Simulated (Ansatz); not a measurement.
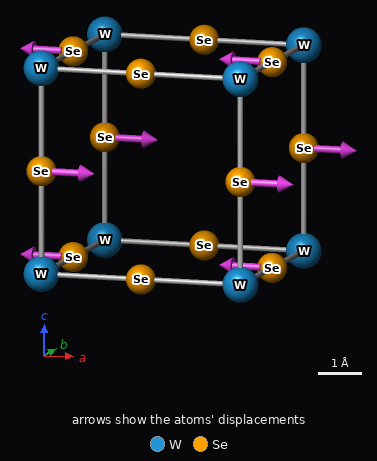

One vibrational mode of crystalline WSe$_{3}$ (a generated structure) at the zone centre. Displacements are drawn as pink arrows; their common scale and sign are arbitrary. A ball-and-stick model of the cell of the calculation, seen slightly off an axis.

Method: DFT PBEsol, scalar-relativistic, plane waves, PAW in Ansatz 0.2.0. (plane-wave cutoff 420 eV; k-point mesh 10 × 10 × 10; occupations fermi dirac; smearing width 0.15 eV; no spin polarisation)

The frequencies depend somewhat on the k-mesh and the smearing.

### Give the symmetry, activity and frequency of this mode.

This is the T₂u mode (triply degenerate; one member of the set is drawn) at 1.25 THz, optical level 2 of 3, counted from below (1 lower level is imaginary, so the structure is unstable), silent by symmetry (neither infrared- nor Raman-active). The W atoms stay at rest; all motion is along a; atoms of one kind move against one another, with no net shift of their sublattice; the Se–W bond lengths don't change to first order, so for these it is a bending, tilting or sliding motion.
